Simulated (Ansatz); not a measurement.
# Single-point calculation of Ta$_{16}$N$_{17}$ (part 2 of 2)

The same run, continued: Ta$_{16}$N$_{17}$ (slab, 33 atoms in the cell); DFT PBEsol, scalar-relativistic, plane waves, PAW, no spin polarisation (Ansatz 0.2.0); cutoff 420 eV, 8×6×1 k-mesh, Gaussian smearing of 0.1 eV. The structure derives from an entry of the Crystallography Open Database. It belongs to a series of runs on one base structure; here: (1 1 1) slab cut from the bulk.

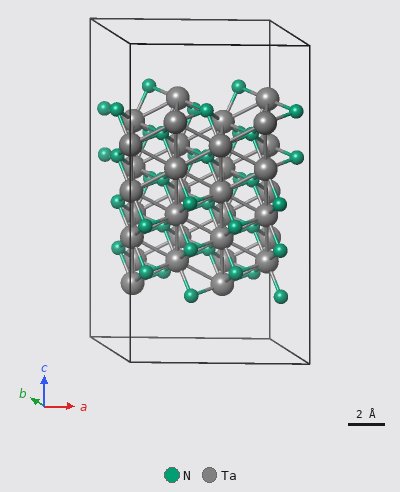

*The input geometry (ball-and-stick view of the 2 × 1 repeat of the cell, with the vacuum cut short, seen slightly off an axis). An atom can appear more than once, as a periodic image.*

Output, continued:
```
  k-point 0: bands = ["-62.3611", "-62.3585", "-62.1074", "-62.1061", "-61.8521", "-61.8183", "-61.7754", "-61.7649", "-61.7498", "-61.7470", "-61.7341", "-61.7335", "-61.6985", "-61.6925", "-61.6411", "-61.6394", "-29.1441", "-29.1404", "-29.0408", "-29.0322", "-29.0078", "-28.9869", "-28.9791", "-28.9320", "-28.8817", "-28.8766", "-28.8696", "-28.8171", "-28.7971", "-28.7542", "-28.7379", "-28.7189", "-28.6637", "-28.6541", "-28.6230", "-28.5877", "-28.5783", "-28.5512", "-28.5020", "-28.4658",
      "-28.4291", "-28.4177", "-28.4137", "-28.4098", "-28.3584", "-28.3404", "-28.2803", "-28.2478", "-28.2210", "-28.2174", "-28.2124", "-28.2009", "-28.1928", "-28.1594", "-28.1355", "-28.1118", "-28.0928", "-28.0850", "-28.0222", "-28.0083", "-27.9651", "-27.9410", "-27.9204", "-27.8676", "-10.9324", "-10.2422", "-9.4247", "-9.0741", "-9.0385", "-8.9950", "-8.9258", "-8.8669", "-8.7868", "-8.7861", "-8.7685", "-8.3086", "-8.2806", "-7.5053", "-7.4993", "-6.3908",
      "-6.3870", "-2.5357", "-1.5372", "-1.1140", "-1.1033", "-0.7750", "-0.7601", "-0.5961", "-0.5342", "-0.4793", "-0.3836", "-0.3448", "-0.0049", "0.0321", "0.2010", "0.2596", "0.2958", "0.3727", "0.5169", "0.5507", "0.5784", "0.6965", "0.7696", "0.9240", "1.0992", "1.1391", "1.2556", "1.4935", "1.5272", "1.5360", "1.5982", "1.6492", "1.7517", "1.8359", "1.8904", "2.0179", "2.2611", "2.2649", "2.3739", "2.5531",
      "2.5702", "2.6731", "2.7808", "3.1593", "3.3887", "3.4184", "3.5236", "3.6774", "3.8205", "4.0474", "4.0797", "4.0927", "4.5121", "4.7490", "4.7562", "4.8814", "5.1662", "5.5063", "5.5505", "5.7196", "5.9312", "6.1469", "6.1566", "6.2366", "6.2628", "6.3562", "6.4278", "6.6227", "6.7044", "6.7119", "6.9102", "6.9254", "7.3502", "7.4549", "7.5501", "7.5921", "7.6043", "7.8379", "8.2058", "8.2827",
      "8.3115", "8.4064", "8.5351", "8.6484", "8.7319", "8.8351", "8.8727", "8.9281", "9.0600", "9.2084", "9.3795", "9.4567", "9.4993", "9.8024", "10.1381", "10.1965", "10.2981", "10.4789", "10.5090", "10.5280"]
  k-point 1: bands = ["-62.3611", "-62.3585", "-62.1075", "-62.1061", "-61.8500", "-61.8206", "-61.7743", "-61.7639", "-61.7521", "-61.7492", "-61.7336", "-61.7307", "-61.6991", "-61.6941", "-61.6405", "-61.6386", "-29.1448", "-29.1393", "-29.0563", "-29.0299", "-28.9995", "-28.9733", "-28.9561", "-28.9049", "-28.8904", "-28.8728", "-28.8456", "-28.8187", "-28.7956", "-28.7548", "-28.7360", "-28.7098", "-28.6626", "-28.6449", "-28.6410", "-28.5957", "-28.5847", "-28.5702", "-28.5350", "-28.4808",
      "-28.4429", "-28.4210", "-28.4046", "-28.3960", "-28.3617", "-28.3296", "-28.2827", "-28.2645", "-28.2413", "-28.2365", "-28.2169", "-28.2037", "-28.1938", "-28.1880", "-28.1570", "-28.1419", "-28.0382", "-28.0175", "-28.0138", "-28.0002", "-27.9664", "-27.9450", "-27.9195", "-27.8720", "-10.8105", "-10.1501", "-9.3980", "-9.2526", "-9.1248", "-9.0782", "-8.9353", "-8.9109", "-8.8893", "-8.7566", "-8.5702", "-8.3028", "-8.2637", "-7.5167", "-7.5055", "-6.3964",
      "-6.3917", "-2.2863", "-1.7260", "-1.3805", "-1.0087", "-0.9489", "-0.6821", "-0.5572", "-0.4877", "-0.4339", "-0.4154", "-0.3086", "-0.0409", "0.0900", "0.1388", "0.1903", "0.2478", "0.2938", "0.3571", "0.5063", "0.7410", "0.8270", "0.8826", "0.9907", "1.0216", "1.2268", "1.2755", "1.3323", "1.4381", "1.5381", "1.6235", "1.7114", "1.7724", "1.8737", "1.8977", "2.0246", "2.1754", "2.3182", "2.4432", "2.5599",
      "2.5890", "2.6286", "3.0956", "3.1391", "3.2906", "3.4652", "3.5894", "3.6403", "3.7053", "3.9960", "4.1007", "4.4462", "4.6766", "4.7117", "4.8431", "4.9515", "5.0792", "5.5455", "5.5615", "5.7049", "5.8787", "5.9360", "6.1398", "6.2166", "6.3342", "6.3492", "6.4752", "6.6446", "6.7873", "6.9438", "7.0438", "7.1432", "7.2654", "7.3562", "7.4549", "7.6006", "7.7273", "7.8575", "8.0134", "8.0449",
      "8.1761", "8.2209", "8.3442", "8.4510", "8.5964", "8.7772", "8.8049", "8.8603", "9.0645", "9.0743", "9.2516", "9.4885", "9.5316", "9.7244", "10.0526", "10.2373", "10.3032", "10.3530", "10.4262", "10.4705"]
  k-point 2: bands = ["-62.3611", "-62.3585", "-62.1075", "-62.1061", "-61.8442", "-61.8266", "-61.7716", "-61.7615", "-61.7563", "-61.7532", "-61.7328", "-61.7268", "-61.7001", "-61.6972", "-61.6394", "-61.6370", "-29.1479", "-29.1385", "-29.0708", "-29.0345", "-28.9946", "-28.9629", "-28.8992", "-28.8686", "-28.8607", "-28.8452", "-28.8218", "-28.8029", "-28.7863", "-28.7706", "-28.6986", "-28.6907", "-28.6688", "-28.6494", "-28.6421", "-28.6242", "-28.5974", "-28.5878", "-28.5602", "-28.5196",
      "-28.4683", "-28.4568", "-28.4483", "-28.4087", "-28.3822", "-28.3749", "-28.3543", "-28.2662", "-28.2560", "-28.2436", "-28.2150", "-28.2058", "-28.1807", "-28.1710", "-28.1454", "-28.0914", "-28.0061", "-27.9983", "-27.9883", "-27.9751", "-27.9723", "-27.9567", "-27.9131", "-27.8836", "-10.4696", "-9.9013", "-9.5101", "-9.4487", "-9.3228", "-9.1852", "-9.0975", "-8.9903", "-8.9142", "-8.7498", "-8.4372", "-8.2808", "-8.1705", "-7.5306", "-7.5157", "-6.3979",
      "-6.3950", "-2.1655", "-1.6508", "-1.3704", "-1.0144", "-0.9559", "-0.8348", "-0.5732", "-0.5403", "-0.4387", "-0.3927", "-0.3131", "-0.1589", "-0.0591", "0.0320", "0.1161", "0.1908", "0.2188", "0.3665", "0.4425", "0.5725", "0.6225", "0.9530", "1.0411", "1.0693", "1.1406", "1.2206", "1.3953", "1.5889", "1.7117", "1.7186", "1.8358", "1.9233", "1.9528", "2.0142", "2.0961", "2.2991", "2.3325", "2.4338", "2.5202",
      "2.7322", "2.7670", "2.9293", "3.0664", "3.2998", "3.4100", "3.4492", "3.7769", "3.8251", "4.2124", "4.3848", "4.6247", "4.7167", "4.8174", "4.8770", "5.0358", "5.4896", "5.5674", "5.6140", "5.6583", "5.7763", "5.9676", "6.1845", "6.2040", "6.3848", "6.4806", "6.5351", "6.6807", "6.7862", "6.8421", "6.9191", "6.9992", "7.2159", "7.3295", "7.3695", "7.5417", "7.5995", "7.6274", "7.7100", "7.8983",
      "7.9841", "8.0703", "8.1708", "8.2892", "8.3816", "8.4300", "8.7332", "8.9465", "8.9610", "9.0910", "9.1325", "9.2151", "9.3669", "9.6221", "9.7786", "10.0379", "10.3753", "10.4260", "10.4447", "10.5362"]
  k-point 25: bands = ["-62.3603", "-62.3576", "-62.1059", "-62.1045", "-61.8296", "-61.8105", "-61.7672", "-61.7629", "-61.7540", "-61.7508", "-61.7337", "-61.7315", "-61.7133", "-61.7036", "-61.6483", "-61.6476", "-29.1773", "-29.1690", "-29.0584", "-29.0163", "-28.9936", "-28.9738", "-28.9404", "-28.9039", "-28.8497", "-28.8417", "-28.8021", "-28.7952", "-28.7783", "-28.7409", "-28.7117", "-28.7051", "-28.6826", "-28.6527", "-28.6173", "-28.5971", "-28.5743", "-28.5405", "-28.5182", "-28.4955",
      "-28.4382", "-28.4061", "-28.4026", "-28.3588", "-28.3366", "-28.3328", "-28.2895", "-28.2454", "-28.1923", "-28.1894", "-28.1668", "-28.1627", "-28.1491", "-28.1401", "-28.1346", "-28.1174", "-28.1068", "-28.1034", "-28.0786", "-28.0577", "-28.0332", "-28.0218", "-28.0134", "-27.9995", "-9.6965", "-9.6594", "-9.6451", "-9.4243", "-9.3293", "-9.1840", "-9.1656", "-9.1181", "-9.0640", "-9.0158", "-8.6527", "-8.3864", "-8.1802", "-7.6072", "-7.4872", "-6.5023",
      "-6.4466", "-2.1113", "-1.1773", "-1.1049", "-1.0611", "-0.9900", "-0.9061", "-0.8916", "-0.7334", "-0.5984", "-0.4043", "-0.2876", "-0.1066", "-0.0241", "0.1369", "0.2540", "0.4915", "0.6241", "0.6906", "0.7117", "0.7824", "0.9639", "1.0032", "1.1429", "1.2064", "1.2580", "1.4036", "1.4173", "1.5374", "1.6575", "1.6920", "1.9135", "1.9994", "2.0661", "2.1376", "2.1572", "2.2542", "2.3084", "2.3722", "2.3955",
      "2.5994", "2.7070", "2.8915", "3.0937", "3.1657", "3.3295", "3.3708", "3.4931", "3.8765", "3.9891", "4.1018", "4.1872", "4.2626", "4.3855", "4.4431", "4.5625", "4.6576", "4.7435", "4.8213", "5.0434", "5.1984", "5.3029", "5.5644", "5.6458", "5.9112", "6.0148", "6.2868", "6.4043", "6.5327", "6.7078", "6.8138", "7.0318", "7.2488", "7.3657", "7.4763", "7.8360", "8.0020", "8.1552", "8.1824", "8.3032",
      "8.3701", "8.5004", "8.7717", "8.7884", "9.0072", "9.2202", "9.2550", "9.2962", "9.5004", "9.8561", "9.9321", "9.9882", "10.0641", "10.0791", "10.3002", "10.3168", "10.3480", "10.4862", "10.6534", "10.7393"]
```

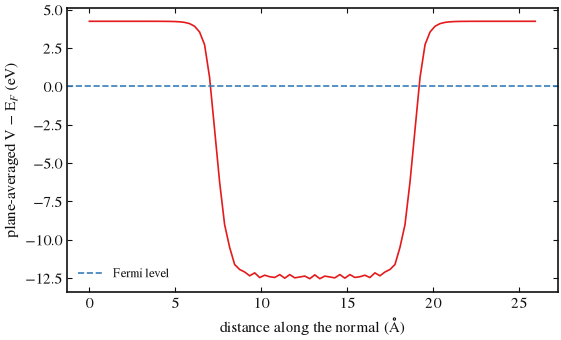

*Plane average of the electrostatic potential energy of an electron across the cell, from the Fermi level.*

The vacuum level lies 4.23 eV above the Fermi level.

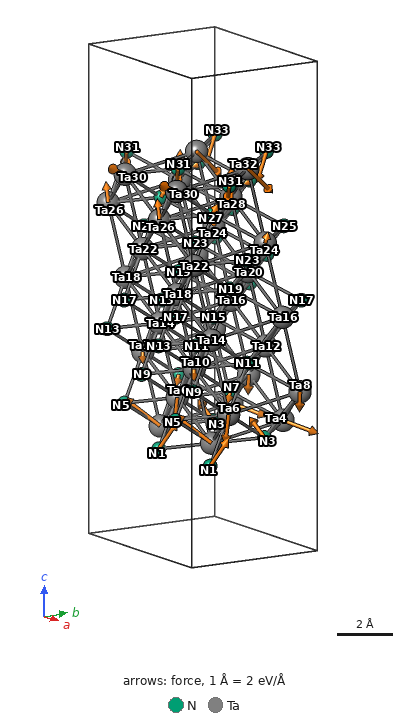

*Forces on the atoms as orange arrows (ball-and-stick view of the 2 × 1 repeat of the cell, with the vacuum cut short, seen slightly off an axis; atoms are numbered from 1 in the order of the input); the smallest are left out.*

The largest act on Ta2, Ta32 (3.46 eV/Å); Ta30 (2.99 eV/Å); Ta4 (2.98 eV/Å); N33 (2.62 eV/Å), among others. The geometry is not a stationary point of this energy.

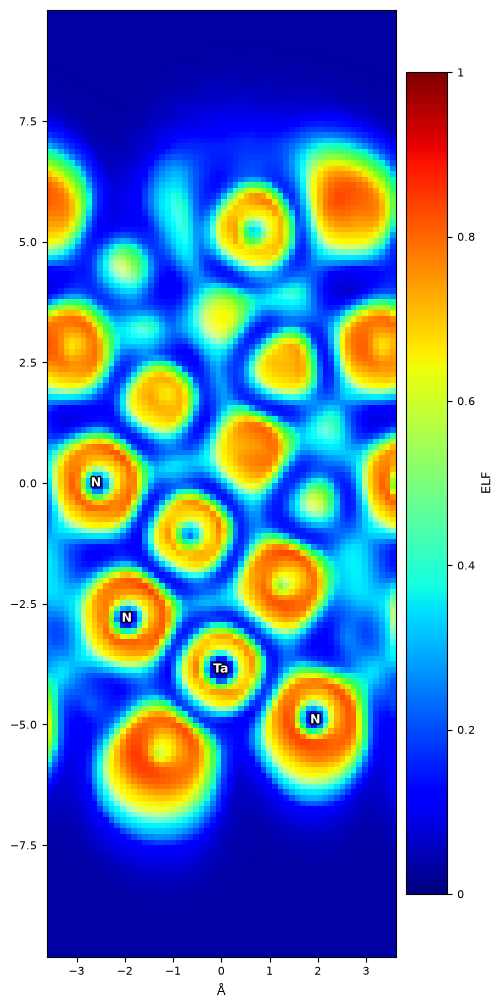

*Electron localisation function on the (100) plane of the calculation cell, a cut from vacuum to vacuum.*

The section cuts through N and Ta sites. Ta–N (2.22 Å): the ELF is about 0.20 at the midpoint; no shared pair; the contact is polar. The strong features right at Ta lie inside the PAW spheres (semicore, d or f shells) and say nothing about bonding. The fields are those of the smooth PAW valence density.

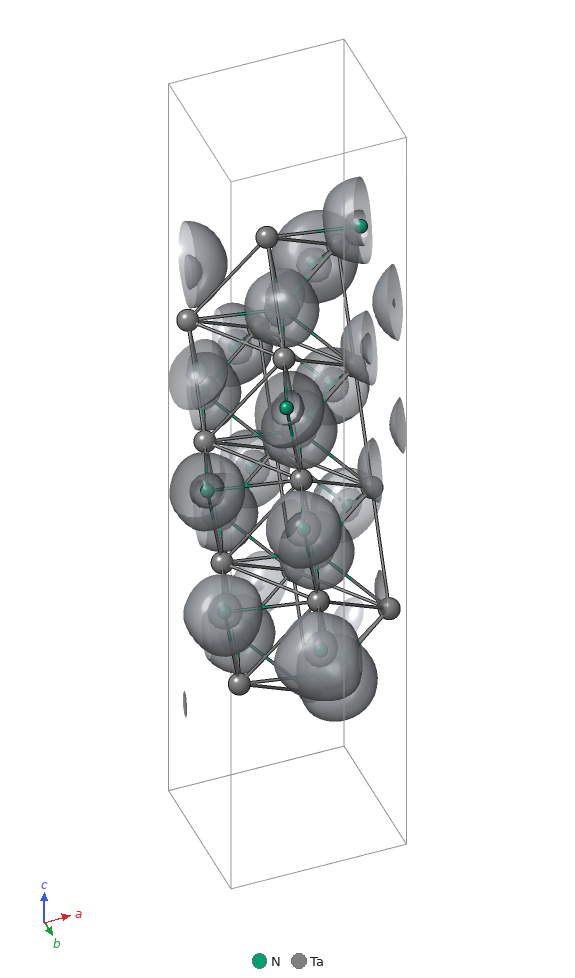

*Isosurface of the electron localisation function at 0.65 (grey), seen at an oblique angle. Only the valence region is drawn (cores and ρ < 0.01 e/Å³ removed). Sticks mark near contacts.*

Along the contacts the grid gives the following. Ta–N (2.22 Å): the ELF is about 0.15 at the midpoint (no shared pair; the contact is polar). Ta–Ta (2.89 Å): the ELF is about 0.30 at the midpoint; no localised pair between them.

Key numbers:

- outcome: converged
- electrons treated: 293
- free energy: −163362.1689 eV
- work function, top face: 4.23 eV
- work function, bottom face: 4.23 eV
- Fermi energy: 6.426 eV
- gap on the k-point mesh: none (metallic)
- work function (upper face): 4.23 eV
- largest force (length of the vector): 3.462 eV/Å
- wall time: 91 s (CPU time 6 min)
- peak memory: 4.3 GiB

Remarks:

Warnings of the run: the exchange-correlation potential is rough where the density is thin. Spin–orbit coupling is left out, which matters for Ta. The cell holds an odd number of electrons but the run has no spin polarisation, so a band is left half filled.
